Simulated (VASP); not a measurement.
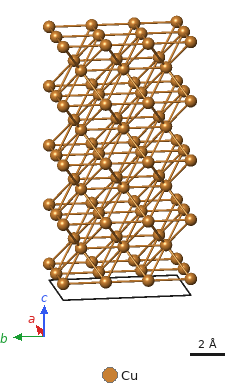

A slab of composition Cu, before the relaxation. A ball-and-stick model of the 2 × 3 repeat of the cell, outlined in the plane, without the vacuum, seen from a free direction.

The run lets the atoms move in a fixed cell.

Theory: Kohn-Sham DFT of a periodic cell, PBE, VASP PAW PBE potentials, recommended (VASP).

Input
```
SYSTEM = Cu
  PREC = Accurate
  ENCUT = 520
  EDIFF = 1E-6
  ISMEAR = 1
  SIGMA = 0.2
  LREAL = .False.
  LASPH = .True.
  NELM = 100
  ALGO = Normal
  ISIF = 2
  LWAVE = .False.
  LCHARG = .False.
  GGA = PE
  IBRION = 2
  NSW = 60
  EDIFFG = -0.01
  KPAR = 8
```

Command:
```bash
cat potpaw_PBE.64/Cu/POTCAR > POTCAR
mpirun -np 8 vasp_std > vasp.out
```

The structure:
```
CELL_PARAMETERS angstrom
2.57033 0.00000 0.00000
0.00000 2.57033 0.00000
0.00000 0.00000 29.54000
ATOMIC_POSITIONS crystal
Cu 0.00000 0.00000 0.25389
Cu 0.50000 0.50000 0.31542
Cu 0.00000 0.00000 0.37695
Cu 0.50000 0.50000 0.43847
Cu 0.00000 0.00000 0.50000
Cu 0.50000 0.50000 0.56153
Cu 0.00000 0.00000 0.62305
Cu 0.50000 0.50000 0.68458
Cu 0.00000 0.00000 0.74611
```

Q: Where does the relaxation end?

A: The energy falls by 10.8 meV per cell of the calculation in 9 geometry steps. The largest force component goes from 0.21 to 0.0083 eV/Å. The largest moves, 0.033 Å, are those of Cu atoms. The cell doesn't change. Among the contacts that change: Cu–Cu 2.570 → 2.533 Å, Cu–Cu 2.570 → 2.579 Å.
